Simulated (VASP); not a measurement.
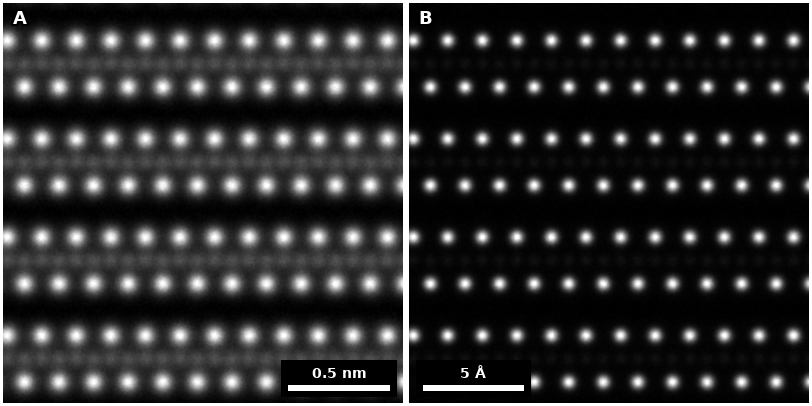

Two simulated images of the same area of SnO (P4/nmm, No. 129) along [210], with a probe of 0.50 Å. One is incoherent Z contrast (Z^1.6 per atom), the other the projected potential of neutral atoms blurred by the probe (iDPC-like, thin sample). Brightness is counted from the darkest point of the image. Shot noise was added. Model: coordinates from a relaxation with VASP Kohn-Sham DFT of a periodic cell, optB88-vdW, VASP PAW PBE potentials, recommended in VASP.

Which panel is which, and how can one tell?

B is the Z-contrast image and A the potential image. The columns of 1 O per repeat reach about 6 % of the brightest peak (1 Sn) in B but about 30 % in A, mainly since the potential grows much more slowly with atomic number. The O columns show clearly in A alone.
